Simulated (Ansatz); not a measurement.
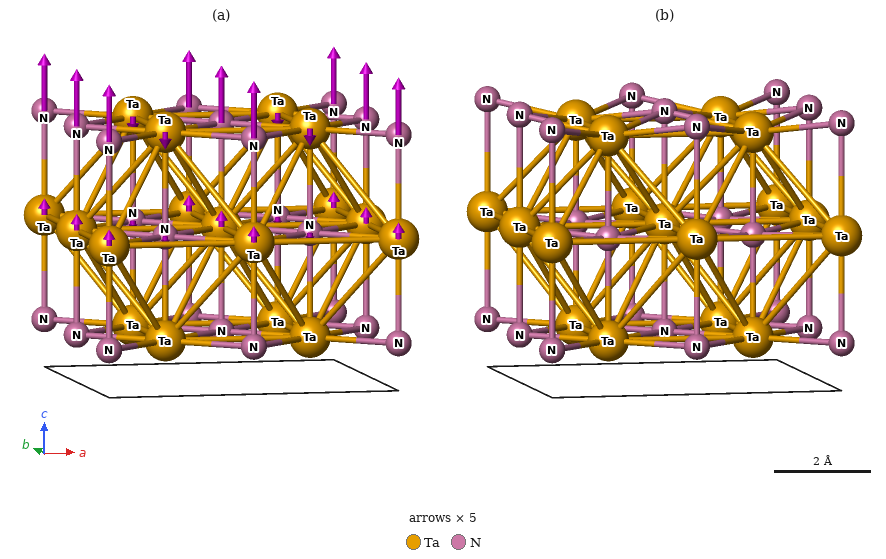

The structure of a slab of composition TaN (cut from the Fm-3m phase) before (left) and after (right) a constrained relaxation, at one scale. The purple arrows give the displacements, 5 times their true length.

Style: ball-and-stick. Shown: the cell of the calculation, outlined in the plane, without the vacuum (origin shifted), slightly off an axis.

Case: clean slab, lower planes held. The slab is the (1 0 0) face of TaN. 8 atoms are held fixed.

Level of theory: Ansatz 0.2.0, DFT PBE+D3(BJ), scalar-relativistic, plane waves, PAW. Settings: plane-wave cutoff 420 eV; k-point mesh 3 × 3 × 1; occupations gaussian; smearing width 0.1 eV; no spin polarisation; dipole correction; atoms relaxed in a fixed cell; force threshold 0.03 eV/Å; at most 70 steps.

### Describe what moved and what it gained.

The largest moves, 0.24 Å, are those of N atoms. By element the largest moves are N 0.24 Å, Ta 0.07 Å. The lattice vectors keep their values. Among the contacts that change: N–Ta 2.193 → 2.364 Å, Ta–Ta 3.101 → 3.002 Å, N–Ta 2.193 → 2.262 Å, Ta–Ta 3.101 → 3.150 Å. Bond angles that change, for instance: Ta–N–Ta 180.0° → 163.7°, Ta–N–Ta 90.0° → 81.8°, Ta–N–Ta 180.0° → 174.4°. Over 3 accepted moves (4 points after the start) the energy falls by 1.125 eV per cell of the calculation. Largest force component: 1.8 eV/Å at the start, 0.025 eV/Å at the end. 1 step only repeated the SCF at the same geometry. The run took 37 s on 4 threads of Intel(R) Xeon(R) Platinum 8559C (Emerald Rapids), with other jobs on the host, peak memory 1.7 GiB.
